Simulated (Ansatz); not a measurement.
**ZrO: density, localisation and related maps**

```xyz
4
Lattice="3.1987 0.0000 0.0000 0.0000 3.1987 0.0000 0.0000 0.0000 5.9857" Properties=species:S:1:pos:R:3 pbc="T T T"
Zr    1.5994    1.5994    1.4964
Zr    1.5994    1.5994    4.4893
O     0.0000    1.5994    0.0000
O     1.5994    0.0000    2.9929
```

Space group P4₂/mmc; a structure generated by program, which may or may not match a known phase.

Level of theory: Ansatz 0.2.0, DFT PBE, scalar-relativistic, plane waves, PAW.

The density is the valence pseudo-density of a PAW calculation; it isn't the true density close to the nuclei.

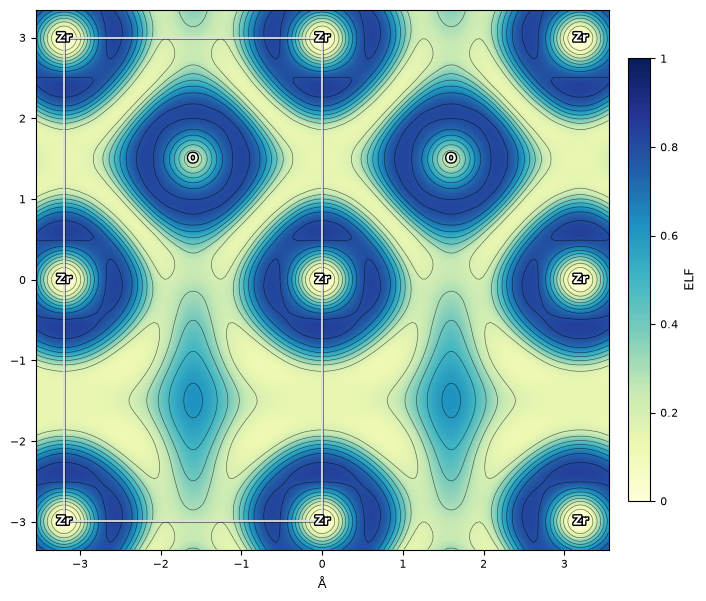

Figure 1. Electron localisation function on the (010) plane of the conventional cell.

Question: What does the map show?

Answer: The section cuts through Zr and O sites. Zr–O (2.19 Å): the ELF peaks at about 0.80 in the valence shell of O, 0.6 Å from its nucleus, and drops to about 0.15 between the two atoms (no localised pair shows between them). Zr–Zr (2.99 Å): the ELF is about 0.15 at the midpoint; no shared electron pair shows on this line. Zr–Zr (3.20 Å): the ELF is about 0.25 at the midpoint; no localised pair shows between them. The features right at Zr lie inside the PAW spheres, where the map follows smoothed inner orbitals and isn't to be read closely.

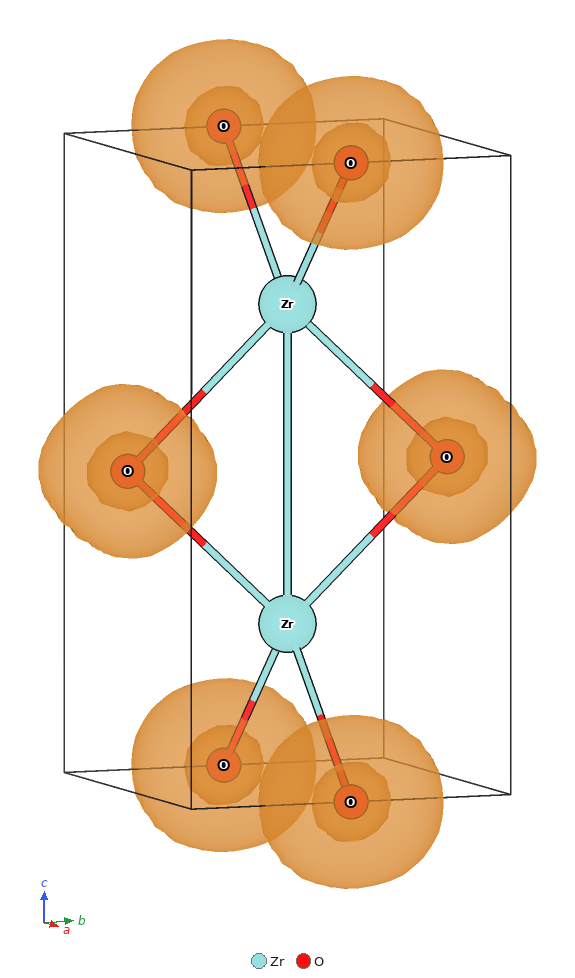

Figure 2. Isosurface of the ELF at 0.7 (orange), seen slightly off an axis. Core shells and regions of very low density are left out. Sticks mark near contacts.

Question: Identify the bonds, lone pairs and shells in this picture.

Answer: The ELF exceeds this value in two regions wrapped around O (the valence shell of each), counted in one cell of 4 atoms. Any copies at cell faces, edges or corners count once.

Question: Metal or insulator at this level of theory?

Answer: It is gapless in this calculation (a metal or semimetal).
